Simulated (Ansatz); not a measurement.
```
Pt
1.0
     2.80729    0.00000    0.00000
     0.00000    2.80729    0.00000
     0.00000    0.00000   18.97011
Pt
3
Direct
  0.50000 0.50000 0.39855
  0.00000 0.00000 0.50000
  0.50000 0.50000 0.60145
```

All numbers below come from DFT PBE, scalar-relativistic, plane waves, PAW (Ansatz).

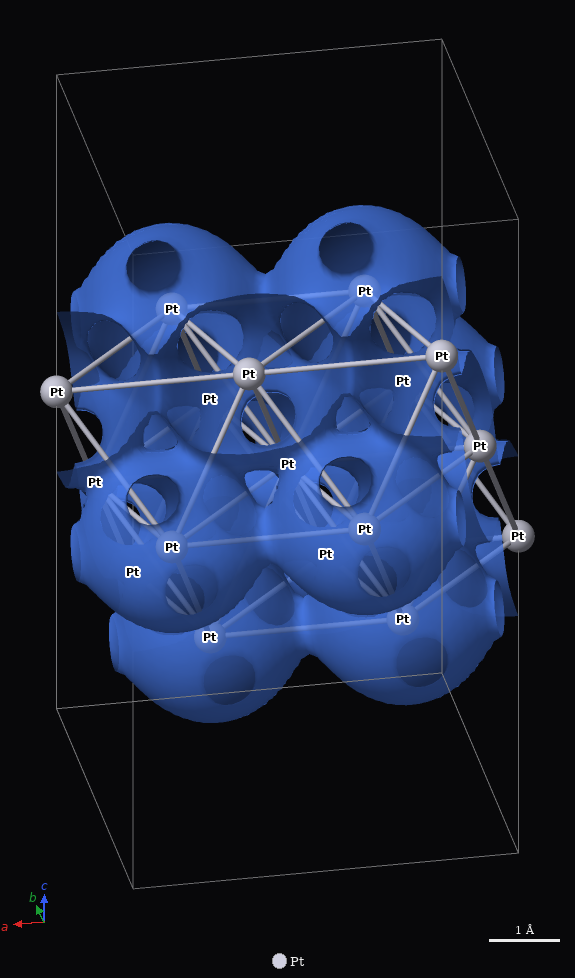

Pt (slab). Isosurface of the valence electron density at 0.3 e/Å³ (blue), seen at an oblique angle. Sticks mark near contacts.

The density is the valence pseudo-density of a PAW calculation; it isn't the true density close to the nuclei.

Which contacts does the surface bridge?

Answer. At this value the density is joined into sheets; it holds about 90 % of the electrons treated as valence (semicore included). It bridges the shortest Pt–Pt (2.76 Å) and Pt–Pt (2.81 Å) contacts, where the density stays above the isovalue. On the grid the lowest density along these lines, outside the cores, is 0.38 e/Å³ (Pt–Pt, 2.76 Å) and 0.35 e/Å³ (Pt–Pt, 2.81 Å).
